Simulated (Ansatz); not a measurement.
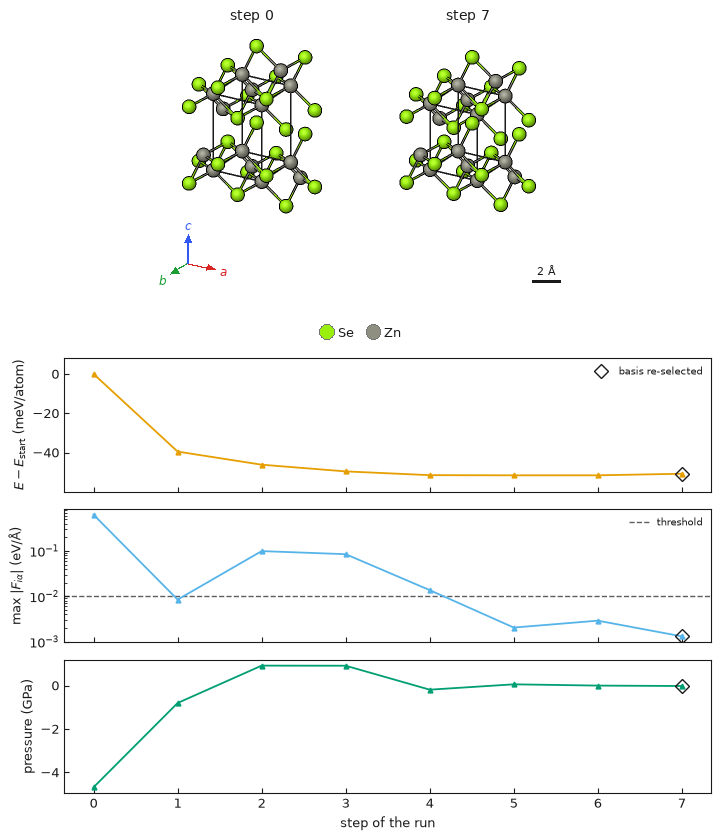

First and last geometry of a relaxation of a crystal of ZnSe (set up in P4/nmm), with the history of the run. Style: ball-and-stick. Shown: the cell of the calculation, from a free direction.

The run lets cell and atoms move.

These are results of Kohn-Sham DFT of a periodic cell, LDA, Ansatz PAW (Ansatz), not measurements.

Input file:
```yaml
crystal:
  lattice:
    - [4.107702, 0.0, 0.0]
    - [0.0, 4.107702, 0.0]
    - [0.0, 0.0, 6.07035]
  atoms:
    - { symbol: Se, position: [0.5, 0.0, 0.75372] }
    - { symbol: Se, position: [0.0, 0.5, 0.24628] }
    - { symbol: Zn, position: [0.5, 0.5, 0.0] }
    - { symbol: Zn, position: [0.0, 0.0, 0.0] }
hamiltonian:
  xc: lda
  pseudopotentials: { kind: paw }
kpoints:
  mp_grid: { grid: [5, 5, 4] }
scf:
  occupations: { method: fermi_dirac, width: 0.05 }
output:
  forces: true
  stress: true
  eigenvalues: true
relax:
  f_tol: 0.01
  max_steps: 40
  cell: { stress_tol: 0.05 }
```

Launched with:
```bash
ansatz run input.yaml --threads 2 --pin off --max-ram 5632MiB --backend cpu --events-out ev --progress --plain --runs-dir out
```

**Did the run converge, and what did it change?**

It converged. After 6 accepted moves (7 points after the start) the energy has fallen by 50.8 meV per atom. The largest force component goes from 0.63 to 0.0013 eV/Å. The pressure goes from −4.68 to −0.02 GPa. At 1 point the geometry stayed and the basis and grid were re-selected for the new cell (energy shift of 0.8 meV per atom at most each time). The largest moves relative to the cell, 0.18 Å, are those of Se atoms. Zn stays in place. The volume changes by −18.7 %, with a = b 4.108 → 3.990 Å (−2.9 %), c 6.070 → 5.232 Å (−13.8 %). Among the contacts that change: Se–Zn 2.540 → 2.476 Å. The space group stays P4/nmm (No. 129). The run took 16 s on 2 threads of Arm Neoverse V2, with other jobs on the host, peak memory 0.4 GiB.

Limits of the set-up: layers or molecules are held without a dispersion correction, so their spacing is unreliable.
